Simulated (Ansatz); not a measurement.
The calculation's input:

```
crystal:
  lattice:
    - [3.70051568931, 0.0, 0.0]
    - [-1.85025784465, 3.20474059404, 0.0]
    - [0.0, 0.0, 6.08611553654]
  atoms:
    - { symbol: Zr, position: [0.0, 0.0, 0.0] }
    - { symbol: Se, position: [0.333333333333, 0.666666666667, 0.259629808049] }
    - { symbol: Se, position: [0.666666666667, 0.333333333333, 0.740370191951] }
kpoints:
  mp_grid: { grid: [8, 8, 4] }
scf:
  occupations: { method: fermi_dirac, width: 0.1 }
hamiltonian:
  xc: pbesol
  pseudopotentials: { kind: paw }
relax:
  f_tol: 0.002
  max_steps: 80
output:
  forces: true
  stress: true
  write_density: true
  write_potential: true
  elf: true
  volumetric_format: npy
```

Launched as:

```sh
ansatz run input.yaml --threads 2 --pin off --max-ram 6144MiB --backend cpu --events-out ev --progress --plain --runs-dir out
```

Below, planes, directions and counts refer to the conventional cell (a = 3.70 Å, b = 3.70 Å, c = 6.09 Å, α = 90.00°, β = 90.00°, γ = 120.00°).

The fields are those of the run's last geometry, not of the input's.

Space group P-3m1.

The calculation used DFT, PBEsol, PAW with Ansatz's default frozen-core files, scalar-relativistic; relaxation of atoms (Ansatz 0.2.0).

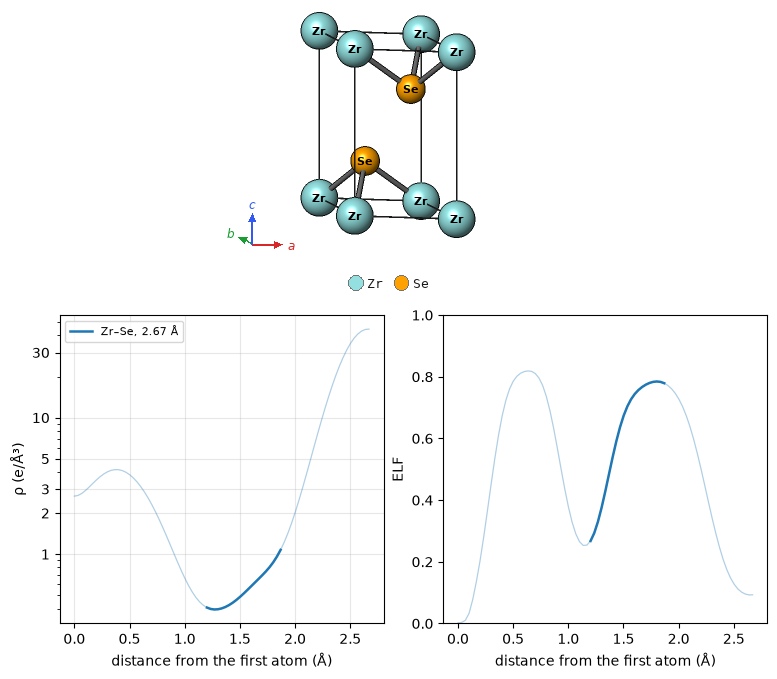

ZrSe₂. Valence electron density and electron localisation function along straight lines between neighbouring atoms. Thin, pale parts lie inside the atomic spheres. The structure is drawn too.

The density is the valence pseudo-density of a PAW calculation; it isn't the true density close to the nuclei.

What can be read from the curves?

Zr–Se (2.67 Å): ρ at the midpoint is about 0.4 e/Å³; the ELF is about 0.45 at the midpoint.
